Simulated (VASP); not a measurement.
# Band edges against the vacuum: GaP(110), part 3 of 3

Aim: ionisation energy and electron affinity of GaP(110), from a slab and a bulk run lined up through core potentials.

VASP 6.6.1; r2SCAN; plane waves and PAW (Ga, P).

So far, gap on the k-mesh (eV): step 3 (band edges of the bulk) 1.90.

### Step 5. Vacuum level and density of states

A static run writes the electrostatic potential without exchange and correlation (LVHAR), which is flat in the vacuum and gives the level to count from. The dipole correction cancels the field that unlike faces would set up across the vacuum.

Contents of INCAR:

```
SYSTEM = GaP
PREC = Normal
ENCUT = 320
EDIFF = 1E-06
NELM = 120
ISMEAR = 0
SIGMA = 0.03
LREAL = Auto
ALGO = Normal
METAGGA = R2SCAN
LASPH = .TRUE.
NBANDS = 54
LORBIT = 11
LWAVE = .FALSE.
LCHARG = .TRUE.
KPAR = 2
IDIPOL = 3
LDIPOL = .TRUE.
DIPOL = 0.5 0.5 0.5
LVHAR = .TRUE.
LVACPOTAV = .TRUE.
NEDOS = 1500
```

Contents of POSCAR:

```
GaP
1.0
    3.8657018855      0.0000000000      0.0000000000
    0.0000000000      5.4669280346      0.0000000000
    0.0000000000      0.0000000000     31.4628075421
Ga P
9 9
Direct
    0.0000000000      0.0585628797      0.2673370222
    0.5000000000      0.4861181242      0.3127330715
    0.0000000000      0.9903348066      0.3776898177
    0.5000000000      0.4894369657      0.4380483192
    0.0000000000      0.9913144723      0.5000000000
    0.5000000000      0.4894369657      0.5619516808
    0.0000000000      0.9903348066      0.6223101823
    0.5000000000      0.4861181242      0.6872669285
    0.0000000000      0.0585628797      0.7326629778
    0.0000000000      0.7370527021      0.3158893279
    0.5000000000      0.2652499989      0.2475962845
    0.0000000000      0.7395639189      0.4387456294
    0.5000000000      0.2424421664      0.3762339281
    0.0000000000      0.7395639189      0.5612543706
    0.5000000000      0.2411624028      0.5000000000
    0.0000000000      0.7370527021      0.6841106721
    0.5000000000      0.2424421664      0.6237660719
    0.5000000000      0.2652499989      0.7524037155
```

Contents of KPOINTS:

```
Automatic mesh
0
Gamma
6 5 1
0 0 0
```

Contents of KPOINTS_OPT:

```
Line mode
14
Line-mode
Reciprocal
  0.00000000   0.00000000   0.00000000 GAMMA
  0.50000000   0.00000000   0.00000000 X

  0.50000000   0.00000000   0.00000000 X
  0.50000000   0.50000000   0.00000000 S

  0.50000000   0.50000000   0.00000000 S
  0.00000000   0.50000000   0.00000000 Y

  0.00000000   0.50000000   0.00000000 Y
  0.00000000   0.00000000   0.00000000 GAMMA

  0.00000000   0.00000000   0.00000000 GAMMA
  0.50000000   0.50000000   0.00000000 S
```

Potentials, in the order of the species: Ga and P (PBE family, release 64).

Started as:

```console
$ mpirun -np 4 vasp_std
```

Log:

```text
[banner, memory and clock lines left out]
running    4 mpi-ranks, on    1 nodes
 distrk:  each k-point on    2 cores,    2 groups
 distr:  one band on    1 cores,    2 groups

 POSCAR found type information on POSCAR GaP
 POSCAR found :  2 types and      18 ions
 [... a notice as in an earlier step ...]

 LDA part: xc-table for (None), standard interpolation
 POSCAR, INCAR and KPOINTS ok, starting setup
 FFT: planning ... GRIDC
 FFT: planning ... GRID_SOFT
 FFT: planning ... GRID
 WAVECAR not read
 entering main loop
       N       E                     dE             d eps       ncg     rms          rms(c)
DAV:   1     0.179077165024E+03    0.17908E+03   -0.19656E+04  1296   0.712E+02
DAV:   2    -0.167842473247E+03   -0.34692E+03   -0.33462E+03  1750   0.160E+02
DAV:   3    -0.200150685884E+03   -0.32308E+02   -0.31895E+02  1552   0.505E+01
DAV:   4    -0.201335228539E+03   -0.11845E+01   -0.11810E+01  1824   0.110E+01
DAV:   5    -0.201371683232E+03   -0.36455E-01   -0.36434E-01  1736   0.182E+00    0.162E+01
DAV:   6    -0.190646116646E+03    0.10726E+02   -0.37734E+00  1464   0.607E+00    0.113E+01
DAV:   7    -0.190662947106E+03   -0.16830E-01   -0.36842E+00  1624   0.514E+00    0.201E+00
DAV:   8    -0.190551054306E+03    0.11189E+00   -0.61229E-01  1498   0.231E+00    0.141E+00
DAV:   9    -0.190560716396E+03   -0.96621E-02   -0.45625E-02  1600   0.650E-01    0.407E-01
DAV:  10    -0.190561712553E+03   -0.99616E-03   -0.54850E-03  1624   0.227E-01    0.244E-01
DAV:  11    -0.190565311569E+03   -0.35990E-02   -0.22839E-03  1522   0.160E-01    0.119E-01
DAV:  12    -0.190566026409E+03   -0.71484E-03   -0.22493E-04  1688   0.508E-02    0.550E-02
DAV:  13    -0.190567214767E+03   -0.11884E-02   -0.29518E-04  1568   0.549E-02    0.244E-02
DAV:  14    -0.190567998485E+03   -0.78372E-03   -0.24850E-04  1608   0.464E-02    0.300E-02
DAV:  15    -0.190568163794E+03   -0.16531E-03   -0.13790E-05  1704   0.133E-02    0.274E-02
DAV:  16    -0.190568548489E+03   -0.38470E-03   -0.61716E-05  1584   0.230E-02    0.889E-03
DAV:  17    -0.190568710471E+03   -0.16198E-03   -0.42458E-05  1616   0.187E-02    0.139E-02
DAV:  18    -0.190568736726E+03   -0.26256E-04   -0.32686E-06  1376   0.754E-03    0.469E-03
DAV:  19    -0.190568790137E+03   -0.53411E-04   -0.13478E-05  1576   0.122E-02    0.643E-03
DAV:  20    -0.190568807248E+03   -0.17111E-04   -0.12895E-06  1248   0.559E-03    0.456E-03
DAV:  21    -0.190568828909E+03   -0.21661E-04   -0.24235E-06  1232   0.633E-03    0.190E-03
DAV:  22    -0.190568852845E+03   -0.23936E-04   -0.19235E-06  1288   0.534E-03    0.273E-03
DAV:  23    -0.190568857801E+03   -0.49566E-05   -0.47713E-07  1072   0.350E-03    0.226E-03
DAV:  24    -0.190568873446E+03   -0.15645E-04   -0.14817E-06  1202   0.596E-03    0.597E-04
DAV:  25    -0.190568870082E+03    0.33644E-05   -0.35308E-07  1112   0.324E-03    0.102E-03
DAV:  26    -0.190568874674E+03   -0.45922E-05   -0.19864E-07  1044   0.264E-03    0.634E-04
DAV:  27    -0.190568876136E+03   -0.14621E-05   -0.27038E-07  1044   0.274E-03    0.434E-04
DAV:  28    -0.190568873357E+03    0.27790E-05   -0.11807E-07  1048   0.199E-03    0.219E-04
DAV:  29    -0.190568882437E+03   -0.90797E-05   -0.28128E-07   996   0.330E-03    0.372E-04
DAV:  30    -0.190568868927E+03    0.13510E-04   -0.72847E-07  1060   0.536E-03    0.217E-04
DAV:  31    -0.190568874077E+03   -0.51502E-05   -0.19953E-07  1028   0.268E-03    0.112E-04
DAV:  32    -0.190568876159E+03   -0.20815E-05   -0.76017E-08   940   0.177E-03    0.909E-05
DAV:  33    -0.190568878706E+03   -0.25472E-05   -0.64707E-08   916   0.160E-03    0.158E-04
DAV:  34    -0.190568870221E+03    0.84851E-05   -0.30139E-07   976   0.352E-03    0.199E-04
DAV:  35    -0.190568872834E+03   -0.26136E-05   -0.13060E-07   972   0.215E-03    0.136E-04
DAV:  36    -0.190568873366E+03   -0.53151E-06   -0.36372E-08   876   0.112E-03
|                                                                             |
|           W    W    AA    RRRRR   N    N  II  N    N   GGGG   !!!           |
|           W    W   A  A   R    R  NN   N  II  NN   N  G    G  !!!           |
|           W    W  A    A  R    R  N N  N  II  N N  N  G       !!!           |
|           W WW W  AAAAAA  RRRRR   N  N N  II  N  N N  G  GGG   !            |
|           WW  WW  A    A  R   R   N   NN  II  N   NN  G    G                |
|           W    W  A    A  R    R  N    N  II  N    N   GGGG   !!!           |
|                                                                             |
|     Did not find any points to average over, which means that no vacuum     |
|     field-free region was found. Please increase the size of  your cell     |
|     in the dimension of the dipole correction to obtain accurate            |
|     workfunction values.                                                    |
|                                                                             |

   1 F= -.19056887E+03 E0= -.19056887E+03  d E =-.111079E-11
 Start KPOINTS_OPT (optional k-point list driver)
k-point batch [1-12\70]
       N       E                     dE             ncg
DAV:   1    -0.523878052470E+03   -0.76080E+04     1296
DAV:   2    -0.467336980509E+04   -0.41495E+04     1696
DAV:   3    -0.507016931574E+04   -0.39680E+03     1576
DAV:   4    -0.508430820226E+04   -0.14139E+02     1840
DAV:   5    -0.508462797166E+04   -0.31977E+00     1712
DAV:   6    -0.508464301158E+04   -0.15040E-01     1872
DAV:   7    -0.508464366683E+04   -0.65525E-03     1736
DAV:   8    -0.508464370688E+04   -0.40052E-04     1752
DAV:   9    -0.508464370923E+04   -0.23442E-05     1328
DAV:  10    -0.508464370941E+04   -0.18731E-06     1104
[...]
k-point batch [61-70\70]
       N       E                     dE             ncg
DAV:   1    -0.403244221081E+03   -0.12975E+05     1080
DAV:   2    -0.378532995171E+04   -0.33821E+04     1470
DAV:   3    -0.407886262759E+04   -0.29353E+03     1296
DAV:   4    -0.408822792503E+04   -0.93653E+01     1520
DAV:   5    -0.408849322013E+04   -0.26530E+00     1424
DAV:   6    -0.408850755374E+04   -0.14334E-01     1560
DAV:   7    -0.408850815379E+04   -0.60005E-03     1448
DAV:   8    -0.408850818786E+04   -0.34069E-04     1488
DAV:   9    -0.408850818949E+04   -0.16299E-05     1144
DAV:  10    -0.408850818964E+04   -0.15215E-06      984
```

Wall time 5 min (4 MPI ranks of AMD EPYC 9R45, shared host); peak memory 1.1 GiB.

Parts of OUTCAR (step 5):

```text
   NELECT =      72.0000    total number of electrons

 dipolmoment           0.000000      0.000000      0.000000 electrons x Angstroem

 E-fermi :  -0.6902

 k-point     1 :       0.0000    0.0000    0.0000
  band No.  band energies     occupation
    ...
     32      -1.1563      2.00000
     33      -1.0573      2.00000
     34      -0.9717      2.00000
     35      -0.9258      2.00000
     36      -0.8246      2.00000
     37       1.2298      0.00000
     38       1.3871      0.00000
     39       1.3966      0.00000
     40       1.7006      0.00000
     41       1.7639      0.00000
    ...

  Total       -2.6783562     -1.3218647     -0.6893314      0.0000000      0.0000000      0.0000000
  in kB       -6.4537141     -3.1851391     -1.6609993      0.0000000      0.0000000      0.0000000
  external PRESSURE =      -3.7666175 kB  Pullay stress =       0.0000000 kB

 POSITION                                       TOTAL-FORCE (eV/Angst)
 -----------------------------------------------------------------------------------
      0.00000      0.32016      8.41117        -0.000000      0.015243     -0.022181
      1.93285      2.65757      9.83946         0.000000      0.023778      0.015201
      0.00000      5.41409     11.88318         0.000000      0.001500      0.003333
      1.93285      2.67572     13.78223         0.000000     -0.011863      0.009211
      0.00000      5.41944     15.73140         0.000000     -0.008987      0.000000
      1.93285      2.67572     17.68058         0.000000     -0.011863     -0.009211
      0.00000      5.41409     19.57963         0.000000      0.001500     -0.003333
      1.93285      2.65757     21.62335         0.000000      0.023778     -0.015201
      0.00000      0.32016     23.05163        -0.000000      0.015243      0.022181
      0.00000      4.02941      9.93877        -0.000000     -0.000426     -0.007492
      1.93285      1.45010      7.79007         0.000000     -0.010711      0.022297
      0.00000      4.04314     13.80417         0.000000      0.001643      0.001387
      1.93285      1.32541     11.83738         0.000000     -0.026993     -0.003499
      0.00000      4.04314     17.65864         0.000000      0.001643     -0.001387
      1.93285      1.31842     15.73140         0.000000      0.024644      0.000000
      0.00000      4.02941     21.52404        -0.000000     -0.000426      0.007492
      1.93285      1.32541     19.62543         0.000000     -0.026993      0.003499
      1.93285      1.45010     23.67273         0.000000     -0.010711     -0.022297
 -----------------------------------------------------------------------------------
    total drift:                               -0.000000      0.165595      0.000000

  FREE ENERGIE OF THE ION-ELECTRON SYSTEM (eV)
  ---------------------------------------------------
  free  energy   TOTEN  =      -190.5688733658 eV

  energy  without entropy=     -190.5688733658  energy(sigma->0) =     -190.56887337

 vacuum level on the upper side and lower side of the slab         4.743         4.743

[... 7 parts as in an earlier step ...]

[... 10 further parts left out ...]
```

This step gave:

* electronic steps: 36
* Fermi energy: -0.6902 eV
* least gap on mesh and path: 1.379 eV
* least direct gap on mesh and path: 2.054 eV
* vacuum levels: 4.743, 4.743 eV
* ionisation potentials of the upper and lower face: 5.568, 5.568 eV
* electron affinities of the upper and lower face: 4.189, 4.189 eV

Electronic bands along the path, in eV, zero at the valence-band top; v1 is the highest filled band, c1 the lowest empty one:

```csv
point,v4,v3,v2,v1,c1,c2,c3,c4
Γ,-0.23,-0.15,-0.10,0.00,2.05,2.21,2.22,2.53
X,-1.70,-1.47,-0.94,-0.80,1.38,1.44,2.21,2.35
S,-1.27,-1.21,-0.78,-0.64,1.80,2.20,2.54,3.31
Y,-1.09,-1.05,-0.73,-0.73,1.96,2.02,2.26,2.66
Γ,-0.23,-0.15,-0.10,0.00,2.05,2.21,2.22,2.53
S,-1.27,-1.21,-0.78,-0.64,1.80,2.20,2.54,3.31
```

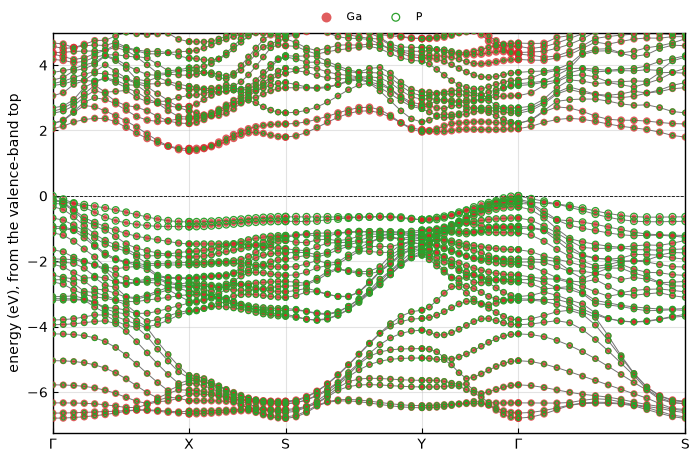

Electronic bands along the path; dots are coloured as in the legend, and their area grows with the weight.

The planar average of the electrostatic potential oscillates, so the rows of the table below give means over windows of 1.91 Å about each position, cut where the curve ends. Its maxima inside the range that stand out by 2 % of the span (Å: eV): 8.7: -0.318, 10.9: 0.356, 12.8: -0.0376, 14.7: 0.0529, 16.7: 0.0529, 18.7: -0.0376, 20.6: 0.356, 22.8: -0.318. Its minima: 7.9: -5.78, 10.0: -6.10, 11.8: -5.73, 13.8: -5.77, 15.7: -5.74, 17.6: -5.77, 19.7: -5.73, 21.5: -6.10, 23.6: -5.78.

Zero at the Fermi level. Table of planar average of the electrostatic potential by height; means over each step:

```csv
height (Å),planar average of the electrostatic potential (eV)
0.95,5.43
2.86,5.43
4.77,5.42
6.68,2.92
8.59,-2.89
10.50,-3.21
12.41,-3.08
14.32,-3.14
16.23,-3.13
18.14,-3.13
20.05,-3.05
21.96,-3.62
23.87,-1.30
25.78,5.27
27.69,5.43
29.60,5.43
```

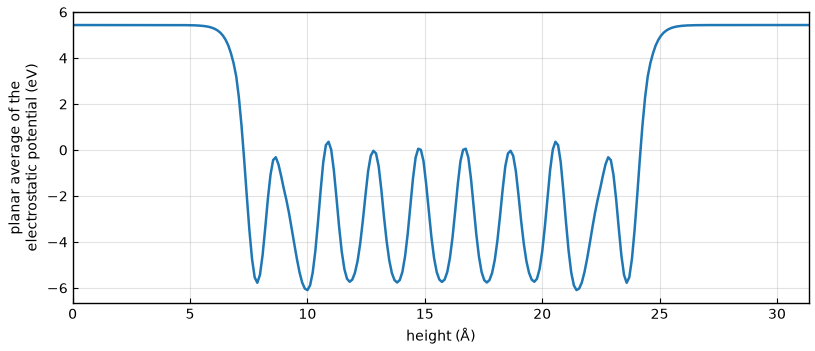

Planar average of the electrostatic potential, plotted against height.

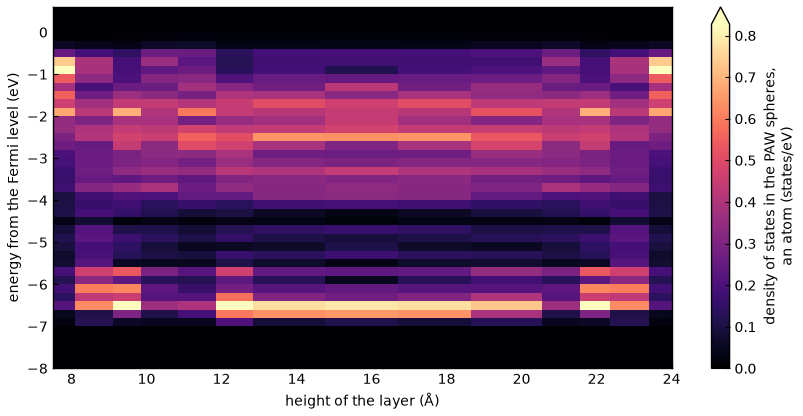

Density of states in the PAW spheres, an atom over height of the layer and energy from the Fermi level.

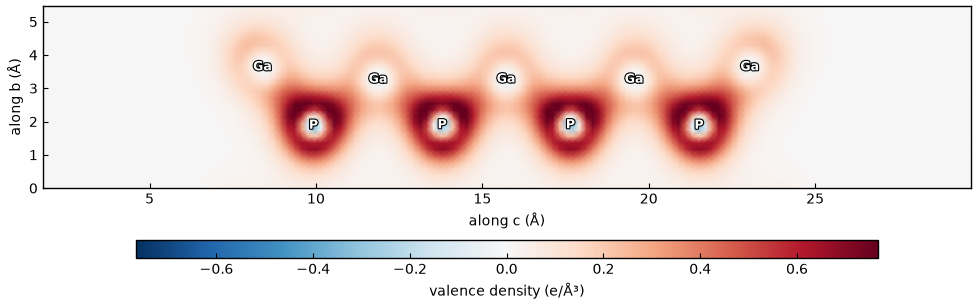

Valence density in the cb plane at fractional x = 0.000, with atoms of Ga and P within 0.2 Å of it. It is the smooth field of the valence electrons, not physical close to the nuclei. The map starts off the cell's origin, so that atoms lie inside it. The far vacuum is left out of the map.

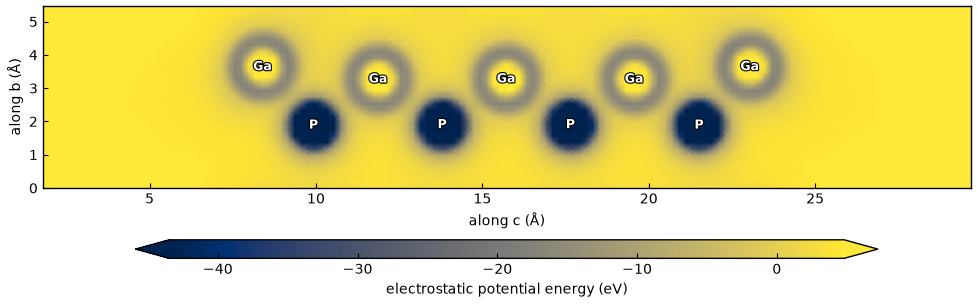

Electrostatic potential energy in the cb plane at fractional x = 0.000, with atoms of Ga and P within 0.2 Å of it. With pseudopotentials it is smooth inside the atoms' cores, unlike the true potential. The map starts off the cell's origin, so that atoms lie inside it. The far vacuum is left out of the map.

The map of layer states is cut here 0.5 eV above the Fermi level, so it leaves out the states above that.

The vacuum level lies 5.57 eV above the highest filled level at the upper face; both faces agree, as the slab has next to no dipole.

The program found no field-free point at its default tolerance, but its printed level agrees with the flat part of the planar average.

### Step 6. Lining up bulk and slab

This step: band edges against the vacuum, r2SCAN; plane waves and PAW (VASP 6.6.1).

Derived from the runs above.

Numbers from this step:

| Quantity | Value |
| --- | --- |
| ionisation energy | 5.555 eV |
| offset spread | 0.01750 eV |
| bulk gap | 1.903 eV |
| slab gap | 1.379 eV |
| electron affinity | 3.652 eV |
| buckling | 0.6211 Å |
| tilt | 28.80 degree |
| surface energy, relaxed | 0.9172 J/m² |

The averaged core potentials of the four middle atoms lie -3.850 eV from those of the bulk run. The bulk valence top (3.038 eV), moved by that offset, is taken from the upper vacuum level (4.743 eV).

### Step 7. Results

```json
{"ionisation energy": "5.56 eV", "electron affinity": "3.65 eV", "buckling": "0.621 Å", "surface energy, relaxed": "0.917 J/m²"}
```

What this shows: The bulk valence-band top lies 5.56 eV below the vacuum of GaP(110), and the conduction-band bottom 3.65 eV. The top layer buckles by 0.62 Å, a tilt of 29°, with P outermost, as the anion takes the dangling-bond electrons and the cation flattens towards sp². The surface costs 0.92 J/m². The slab's least gap is 1.38 eV, against 1.90 eV in the bulk. Confinement widens it, surface states can narrow it, and the two gaps need not lie at the same wave vector; the faces' own affinities count to the slab's lowest empty state. The offsets of the four middle atoms spread by 0.02 eV; a shift common to all four would not show in it. The bulk edges are read on a mesh, so a band minimum between its points makes the gap too large and the affinity too small. One thickness was run. Semilocal band edges put the valence top too high and the gap too small. Spin-orbit coupling, left out here, would raise the valence top further.

[Lines on the potential files, build, host, timing and source positions are cut from VASP's logs without a mark.]

[Logs are printed without paths, hosts, clocks, repeated set-up lines and the standing remarks that a program may print on its own settings, such as how far it seeks lower states.]

[Hosts, paths, dates, database ids (printed as entryN), source tags and the programs' standing remarks are cut or masked in the printed files.]

[Runs that stopped without an error message from VASP are left out.]
